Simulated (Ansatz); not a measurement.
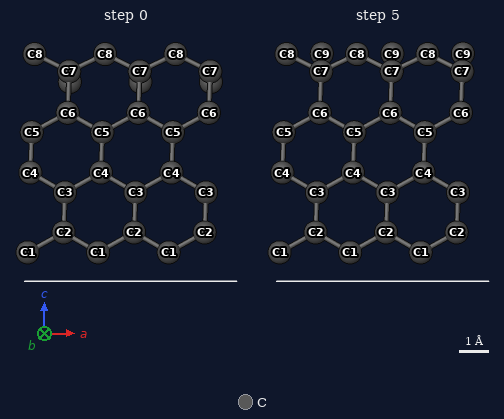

The structure of a slab of composition C (cut from the P6/mmm phase) before (left) and after (right) a constrained relaxation, at one scale.

The picture is a ball-and-stick view of the 3 × 1 repeat of the cell, outlined in the plane, without the vacuum, seen along the b axis.

Case: C over the place (3/6, 2/6) of the surface cell, its height relaxed. The slab is the (1 0 1) face of C with C on it. 8 atoms are held fixed.

Computed with DFT PBEsol, scalar-relativistic, plane waves, PAW in Ansatz 0.2.0. Set-up: plane-wave cutoff 420 eV; k-point mesh 12 × 4 × 1; occupations gaussian; smearing width 0.1 eV; no spin polarisation; dipole correction; atoms relaxed in a fixed cell; force threshold 0.02 eV/Å; at most 25 steps.

> What changed between the two?

The run was cut off at its time limit before the relaxation converged, so the last structure is only a point on the way. C9 moves most: 0.98 Å along the normal (+c). The cell doesn't change. Over 5 geometry steps the energy falls by 0.178 eV per cell of the calculation. Largest force component: 0.14 eV/Å at the start, 0.17 eV/Å at the end.

Limits of the set-up: the periodic images lie only 2.5 Å apart, so the values are limited by the cell's size.
